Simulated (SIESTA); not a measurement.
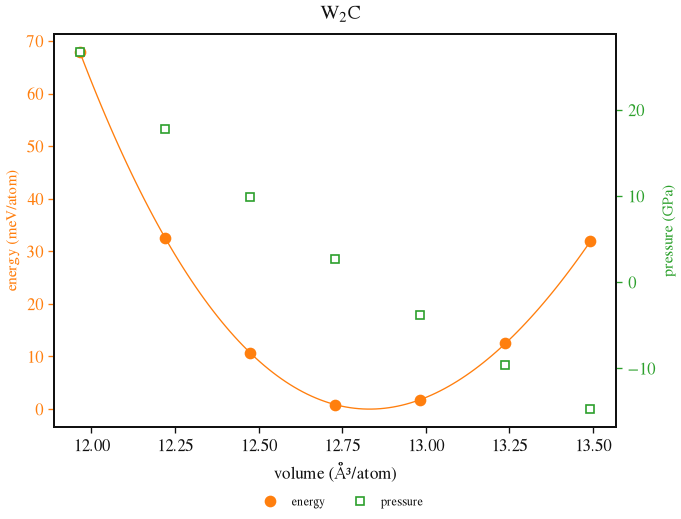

The picture above shows the energy and pressure against volume for W₂C, space group P-3m1 (No. 164).

Cell as given: a = 3.070 Å, b = 3.070 Å, c = 4.678 Å, α = 90.00°, β = 90.00°, γ = 120.00°; 3 atoms.

How it was computed, with SIESTA 5.4.2: DFT in numerical atomic orbitals with pseudopotentials, no spin polarisation; energies at scaled volumes of the given cell, shape and fractions fixed, counted from the fit's minimum, third-order Birch-Murnaghan fit. Level: PBE.

```tsv
setting	value
k mesh	10×10×6
occupations	Fermi–Dirac
smearing width	0.05 eV
potentials	PseudoDojo 0.4 standard, converted to PSML, two zetas on semicore shells
program settings	basis DZP, mesh cutoff 800 Ry
```

**What equilibrium volume and bulk modulus follow from the curve?**

A third-order Birch–Murnaghan fit gives V0 = 12.83 Å³/atom, B0 = 328 GPa and B′ = 4.3.

**How does the pressure vary with volume?**

It falls from 26.70 GPa at volume 11.97 Å³/atom to −14.74 GPa at 13.49 Å³/atom, and changes sign near 12.84 Å³/atom.

Note: mulliken charges of long orbitals; short basis over semicore shells; shape and atomic fractions are frozen while scaling, which makes layered, chain and framework solids too stiff.
